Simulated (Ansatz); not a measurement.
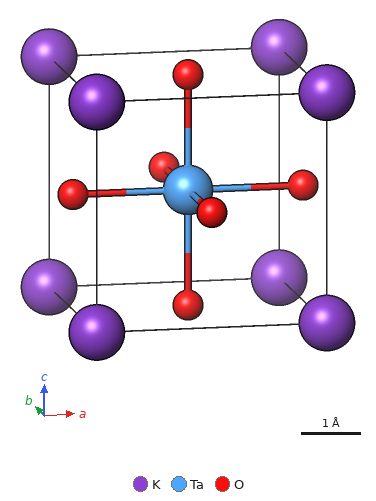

Lattice vibrations of a crystal of KTaO3 (a generated structure) at a fixed volume, space group Pm-3m (No. 221), at the zone centre. The picture is a ball-and-stick view of the cell of the calculation, seen slightly off an axis. Only the shorter bonds are drawn.

All numbers below come from Ansatz 0.2.0, DFT PBE+D3(BJ), scalar-relativistic, plane waves, PAW.

The input:
```yaml
crystal:
  lattice:
    - [4.004, 0.0, 0.0]
    - [0.0, 4.004, 0.0]
    - [0.0, 0.0, 4.004]
  atoms:
    - { symbol: K, position: [0.0, 0.0, 0.0] }
    - { symbol: Ta, position: [0.5, 0.5, 0.5] }
    - { symbol: O, position: [0.5, 0.5, 0.0] }
    - { symbol: O, position: [0.5, 0.0, 0.5] }
    - { symbol: O, position: [0.0, 0.5, 0.5] }
basis:
  ecutwfc: 420
kpoints:
  mp_grid: { grid: [8, 8, 8] }
hamiltonian:
  xc: pbe
  dispersion: d3bj
scf:
  occupations: { method: fixed }
output:
  eigenvalues: true
phonons:
  method: dfpt
  dielectric: true
  rigid_motions: translations
  eigenvectors: true
```

Command:
```bash
ansatz run input.yaml --threads 2 --pin off --max-ram 5120MiB --backend cpu --events-out ev --progress --plain --runs-dir out
```

Frequencies are those without the non-analytic (LO–TO) term.

Q: Give the spectrum at this point.

A: The calculation's cell holds 5 atoms, so there are 12 optical modes, in 4 levels. The optical modes span 3T₁u + T₂u. No level is unstable.

| level | symmetry | frequency (cm⁻¹) | activity |
| --- | --- | --- | --- |
| 1 | T₁u | 21 | infrared-active |
| 2 | T₁u | 183 | infrared-active |
| 3 | T₂u | 261 | silent |
| 4 | T₁u | 522 | infrared-active |

The modes drawn as arrows (one member of each degenerate set):

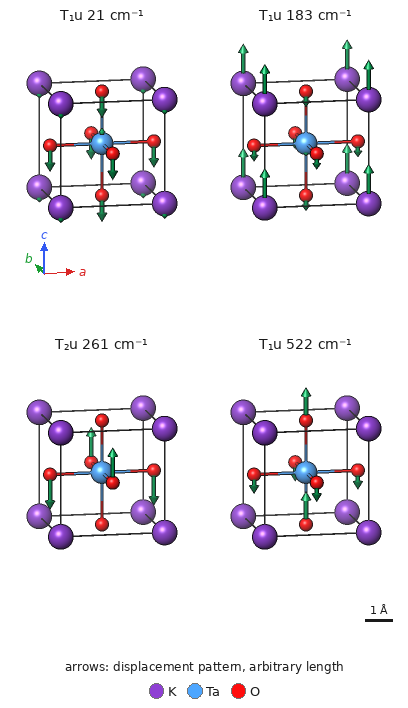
